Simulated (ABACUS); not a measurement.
**MnS: single-point calculation at one volume of an equation of state (part 2 of 2)**

MnS (F-43m, 2 atoms in the cell); Kohn-Sham DFT of a periodic cell, LDA, PseudoDojo NC SR 0.4.1 LDA standard, spin-polarised (ABACUS 3.10.1); cutoff 1319.75 eV, 7×7×7 k-mesh, fermi-dirac of 0.05 eV, collinear spins. The structure derives from a Materials Project entry. It belongs to a series of runs on one base structure; here: volume scaled by 0.94.

Geometry of the input (Å; fractional positions):
```
-2.4230  0.0000  2.4230
0.0000  2.4230  2.4230
-2.4230  2.4230  0.0000
Mn 0.0000  0.0000  0.0000
S  0.2500  0.2500  0.2500
```

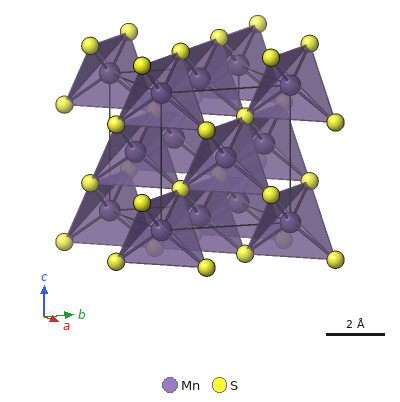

**Figure 1.** The structure as given in the input (polyhedral view of the cell 4 times as large as that of the calculation, set on its symmetry axes, seen slightly off an axis; polyhedra are completed across the faces of the cell). An atom can appear more than once, as a periodic image.

### The program's output, continued
```
----------------------------------------------------------
 E_KohnSham     -239.7598409190      -3262.0999880725
 E_Harris       -240.3798644172      -3270.5358405415
 E_Fermi        0.9337496325         12.7043155075
----------------------------------------------------------

 PW ALGORITHM --------------- ION=   1  ELEC=   3--------------------------------
          total magnetism (Bohr mag/cell) = 0.65434796378
       absolute magnetism (Bohr mag/cell) = 0.747273673106
                        nelec for spin up = 10.8271739819
                      nelec for spin down = 10.1728260181

 Density error is 0.0184743752706
                          Error Threshold = 0.000166346746221
----------------------------------------------------------
     Energy           Rydberg                 eV
----------------------------------------------------------
 E_KohnSham     -239.7607084343      -3262.1117912229
 E_Harris       -238.7250137840      -3248.0204425908
 E_Fermi        0.9081901558         12.3565609867
----------------------------------------------------------

 PW ALGORITHM --------------- ION=   1  ELEC=   4--------------------------------
          total magnetism (Bohr mag/cell) = 0.076415522116
       absolute magnetism (Bohr mag/cell) = 0.0854074255189
                        nelec for spin up = 10.5382077611
                      nelec for spin down = 10.4617922389

 Density error is 0.00299283763751
                          Error Threshold = 8.79732155741e-05
----------------------------------------------------------
     Energy           Rydberg                 eV
----------------------------------------------------------
 E_KohnSham     -239.7706929375      -3262.2476373585
 E_Harris       -240.1408965566      -3267.2845159978
 E_Fermi        0.9149871909         12.4490393929
----------------------------------------------------------

 PW ALGORITHM --------------- ION=   1  ELEC=   5--------------------------------
          total magnetism (Bohr mag/cell) = -0.054442150532
       absolute magnetism (Bohr mag/cell) = 0.0583798890726
                        nelec for spin up = 10.4727789247
                      nelec for spin down = 10.5272210753

 Density error is 0.00065157377892
                          Error Threshold = 1.42516077977e-05
----------------------------------------------------------
     Energy           Rydberg                 eV
----------------------------------------------------------
 E_KohnSham     -239.7713031751      -3262.2559400663
 E_Harris       -239.5138493091      -3258.7531005168
 E_Fermi        0.9102551569         12.3846567684
----------------------------------------------------------

 PW ALGORITHM --------------- ION=   1  ELEC=   6--------------------------------
          total magnetism (Bohr mag/cell) = -0.0149122689933
       absolute magnetism (Bohr mag/cell) = 0.0154392115905
                        nelec for spin up = 10.4925438655
                      nelec for spin down = 10.5074561345

 Density error is 3.89280455227e-05
                          Error Threshold = 3.10273228057e-06
----------------------------------------------------------
     Energy           Rydberg                 eV
----------------------------------------------------------
 E_KohnSham     -239.7713897353      -3262.2571177785
 E_Harris       -239.7846713400      -3262.4378232807
 E_Fermi        0.9132161418         12.4249430346
----------------------------------------------------------

 PW ALGORITHM --------------- ION=   1  ELEC=   7--------------------------------
          total magnetism (Bohr mag/cell) = -0.0214604110861
       absolute magnetism (Bohr mag/cell) = 0.0223557606051
                        nelec for spin up = 10.4892697945
                      nelec for spin down = 10.5107302055

 Density error is 3.26739909629e-06
                          Error Threshold = 1.85371645346e-07
----------------------------------------------------------
     Energy           Rydberg                 eV
----------------------------------------------------------
 E_KohnSham     -239.7713945813      -3262.2571837120
 E_Harris       -239.7758268594      -3262.3174879494
 E_Fermi        0.9133232588         12.4264004354
----------------------------------------------------------

 PW ALGORITHM --------------- ION=   1  ELEC=   8--------------------------------
          total magnetism (Bohr mag/cell) = -0.0290661907163
       absolute magnetism (Bohr mag/cell) = 0.0302198684099
                        nelec for spin up = 10.4854669046
                      nelec for spin down = 10.5145330954

 Density error is 9.75059144779e-07
                          Error Threshold = 1.55590433157e-08
----------------------------------------------------------
     Energy           Rydberg                 eV
----------------------------------------------------------
 E_KohnSham     -239.7713952989      -3262.2571934752
 E_Harris       -239.7738863463      -3262.2910859147
 E_Fermi        0.9133525803         12.4267993750
----------------------------------------------------------

 PW ALGORITHM --------------- ION=   1  ELEC=   9--------------------------------
          total magnetism (Bohr mag/cell) = -0.0356313669466
       absolute magnetism (Bohr mag/cell) = 0.0369481617268
                        nelec for spin up = 10.4821843165
                      nelec for spin down = 10.5178156835

 Density error is 1.8237415153e-07
                          Error Threshold = 4.64313878466e-09
----------------------------------------------------------
     Energy           Rydberg                 eV
----------------------------------------------------------
 E_KohnSham     -239.7713960868      -3262.2572041948
 E_Harris       -239.7682984675      -3262.2150589226
 E_Fermi        0.9132957545         12.4260262201
----------------------------------------------------------

 PW ALGORITHM --------------- ION=   1  ELEC=  10--------------------------------
          total magnetism (Bohr mag/cell) = -0.0388227943261
       absolute magnetism (Bohr mag/cell) = 0.0403172843103
                        nelec for spin up = 10.4805886028
                      nelec for spin down = 10.5194113972

 Density error is 9.13284386624e-08
                          Error Threshold = 8.6844834062e-10
----------------------------------------------------------
     Energy           Rydberg                 eV
----------------------------------------------------------
 E_KohnSham     -239.7713961733      -3262.2572053722
 E_Harris       -239.7712263126      -3262.2548942995
 E_Fermi        0.9133309882         12.4265055996
----------------------------------------------------------

 PW ALGORITHM --------------- ION=   1  ELEC=  11--------------------------------
          total magnetism (Bohr mag/cell) = -0.0438053505582
       absolute magnetism (Bohr mag/cell) = 0.0454908199161
                        nelec for spin up = 10.4780973247
                      nelec for spin down = 10.5219026753

 Density error is 1.03485967022e-07
                          Error Threshold = 4.34897326964e-10
----------------------------------------------------------
     Energy           Rydberg                 eV
----------------------------------------------------------
 E_KohnSham     -239.7713954071      -3262.2571949481
 E_Harris       -239.7715547251      -3262.2593625808
 E_Fermi        0.9133502849         12.4267681451
----------------------------------------------------------

 PW ALGORITHM --------------- ION=   1  ELEC=  12--------------------------------
          total magnetism (Bohr mag/cell) = -0.0368551949747
       absolute magnetism (Bohr mag/cell) = 0.0382673131814
                        nelec for spin up = 10.4815724025
                      nelec for spin down = 10.5184275975

 Density error is 7.83365286064e-08
                          Error Threshold = 4.34897326964e-10
----------------------------------------------------------
     Energy           Rydberg                 eV
----------------------------------------------------------
 E_KohnSham     -239.7713752335      -3262.2569204718
 E_Harris       -239.7721663480      -3262.2676841364
 E_Fermi        0.9133396446         12.4266233759
----------------------------------------------------------

 PW ALGORITHM --------------- ION=   1  ELEC=  13--------------------------------
          total magnetism (Bohr mag/cell) = -0.000917657103727
       absolute magnetism (Bohr mag/cell) = 0.000940136789084
                        nelec for spin up = 10.4995411714
                      nelec for spin down = 10.5004588286

 Density error is 3.32174679928e-08
                          Error Threshold = 3.73031088602e-10
----------------------------------------------------------
     Energy           Rydberg                 eV
----------------------------------------------------------
 E_KohnSham     -239.7713950088      -3262.2571895279
 E_Harris       -239.7730781909      -3262.2800903953
 E_Fermi        0.9133060670         12.4261665286
----------------------------------------------------------

 PW ALGORITHM --------------- ION=   1  ELEC=  14--------------------------------
          total magnetism (Bohr mag/cell) = -0.00406963904907
       absolute magnetism (Bohr mag/cell) = 0.00423443514944
                        nelec for spin up = 10.4979651805
                      nelec for spin down = 10.5020348195

 Density error is 2.44472675944e-09
                          Error Threshold = 1.58178419013e-10
----------------------------------------------------------
     Energy           Rydberg                 eV
----------------------------------------------------------
 E_KohnSham     -239.7713951717      -3262.2571917450
 E_KS(sigma->0) -239.7705433931      -3262.2456027024
 E_Harris       -239.7711093782      -3262.2533033245
 E_band         -17.8743717921       -243.1933045433
 E_one_elec     -121.8008848241      -1657.1860550497
 E_Hartree      71.2126906074        968.8983621721
 E_xc           -42.7444417801       -581.5679660387
 E_Ewald        -146.4370556177      -1992.3783547436
 E_entropy(-TS) -0.0017035572        -0.0231780853
 E_descf        0.0000000000         0.0000000000
 E_exx          0.0000000000         0.0000000000
 E_Fermi        0.9132877417         12.4259172013
----------------------------------------------------------

 charge density convergence is achieved
 final etot is -3262.2571917 eV
 EFERMI = 12.425917201 eV

 STATE ENERGY(eV) AND OCCUPATIONS    NSPIN == 2
SPIN UP :
 1/5 kpoint (Cartesian) = 0.0000 0.0000 0.0000 (3119 pws)
       1       -65.7239     0.00291545
       2       -34.9090     0.00291545
       3       -34.9090     0.00291545
       4       -34.9090     0.00291545
       5       -3.10184     0.00291545
       6        7.52656     0.00291545
       7        7.52656     0.00291545
       8        7.52656     0.00291545
       9        11.6347     0.00291545
      10        11.6347     0.00291545
      11        16.4953    1.31341e-38
      12        16.4953    1.31341e-38
      13        16.4953    1.31341e-38
      14        16.5077    1.02460e-38
      15        20.4565    5.14662e-73
      16        20.4565    5.14662e-73
      17        20.4565    5.14662e-73

 2/5 kpoint (Cartesian) = -0.14286 0.14286 0.14286 (3086 pws)
       1       -65.7235      0.0233236
       2       -34.9159      0.0233236
       3       -34.9101      0.0233236
       4       -34.9101      0.0233236
       5       -2.86951      0.0233236
       6        7.12549      0.0233236
       7        7.60667      0.0233236
       8        7.60667      0.0233236
       9        11.5752      0.0233236
      10        11.5752      0.0233236
      11        15.1932    2.14611e-26
      12        16.1969    4.10511e-35
      13        16.1969    4.10511e-35
      14        17.4953    2.16589e-46
      15        20.4412    5.60054e-72
      16        20.8839    7.99178e-76
      17        20.8839    7.99178e-76

 3/5 kpoint (Cartesian) = -0.28571 0.28571 0.28571 (3083 pws)
       1       -65.7224      0.0233236
       2       -34.9313      0.0233236
       3       -34.9124      0.0233236
       4       -34.9124      0.0233236
       5       -2.28914      0.0233236
       6        6.29340      0.0233236
       7        7.76113      0.0233236
       8        7.76113      0.0233236
       9        11.5961      0.0233236
      10        11.5961      0.0233236
      11        13.4071    7.00047e-11
      12        15.4507    1.24532e-28
      13        15.4507    1.24532e-28
      14        18.2679    4.21888e-53
      15        21.0763    1.70320e-77
      16        21.3539    6.61215e-80
      17        21.3539    6.61215e-80

 4/5 kpoint (Cartesian) = -0.42857 0.42857 0.42857 (3082 pws)
       1       -65.7215      0.0233236
       2       -34.9436      0.0233236
       3       -34.9143      0.0233236
       4       -34.9143      0.0233236
       5       -1.74255      0.0233236
       6        5.63256      0.0233236
       7        7.85005      0.0233236
       8        7.85005      0.0233236
       9        11.8446      0.0233234
      10        11.8446      0.0233234
      11        12.2189      0.0229582
      12        14.6779    6.41082e-22
      13        14.6779    6.41082e-22
      14        18.1239    7.50703e-52
      15        21.2890    2.42334e-79
      16        21.2890    2.42334e-79
      17        22.5828        0.00000

 5/5 kpoint (Cartesian) = 0.0000 0.0000 0.28571 (3123 pws)
       1       -65.7233      0.0174927
       2       -34.9159      0.0174927
       3       -34.9116      0.0174927
       4       -34.9116      0.0174927
       5       -2.79201      0.0174927
       6        7.04174      0.0174927
       7        7.62702      0.0174927
       8        7.62702      0.0174927
       9        11.3084      0.0174927
      10        11.7690      0.0174927
      11        15.5808    6.91430e-30
      12        15.5808    6.91430e-30
      13        15.8152    6.36200e-32
      14        17.7317    1.43795e-48
      15        19.8557    5.10889e-67
      16        21.4576    6.23737e-81
      17        21.4576    6.23737e-81

SPIN DOWN :
 1/5 kpoint (Cartesian) = 0.0000 0.0000 0.0000 (3119 pws)
       1       -65.7272     0.00291545
       2       -34.9124     0.00291545
       3       -34.9124     0.00291545
       4       -34.9124     0.00291545
       5       -3.10201     0.00291545
       6        7.52550     0.00291545
       7        7.52550     0.00291545
       8        7.52550     0.00291545
       9        11.6314     0.00291545
      10        11.6314     0.00291545
      11        16.4936    1.35788e-38
      12        16.4936    1.35788e-38
      13        16.4936    1.35788e-38
      14        16.5075    1.02890e-38
      15        20.4559    5.21819e-73
      16        20.4559    5.21819e-73
      17        20.4559    5.21819e-73

[... levels at 4 further k points ...]

------------------------------------------------------------------------------------------
 TOTAL-FORCE (eV/Angstrom)
------------------------------------------------------------------------------------------
                       Mn1         0.0000000000         0.0000000000         0.0000000000
                        S1         0.0000000000         0.0000000000         0.0000000000
------------------------------------------------------------------------------------------

----------------------------------------------------------------
 TOTAL-STRESS (KBAR)
----------------------------------------------------------------
        24.6150136737         0.0000000000         0.0000000000
         0.0000000000        24.6150136737         0.0000000000
         0.0000000000         0.0000000000        24.6150136737
----------------------------------------------------------------
 TOTAL-PRESSURE: 24.615014 KBAR

 --------------------------------------------
 !FINAL_ETOT_IS -3262.2571917450459296 eV
 --------------------------------------------
```

### Results in brief

- outcome: converged
- space group (tolerance 0.01 Å): F-43m (216)
- electrons treated: 21
- free energy: −3262.2572 eV
- Fermi energy: 12.426 eV
- gap on the k-point mesh: none (metallic)
- net moment of the cell: 0.00 μB
- integrated absolute moment: 0.00 μB
- pressure: 2.46 GPa
- largest force (length of the vector): under 0.001 eV/Å
- hardware: 4 threads of Intel Xeon (Sapphire Rapids), 32 GiB of memory available, shared host
- wall time: 17 s (CPU time 66 s)
- peak memory: 0.44 GiB
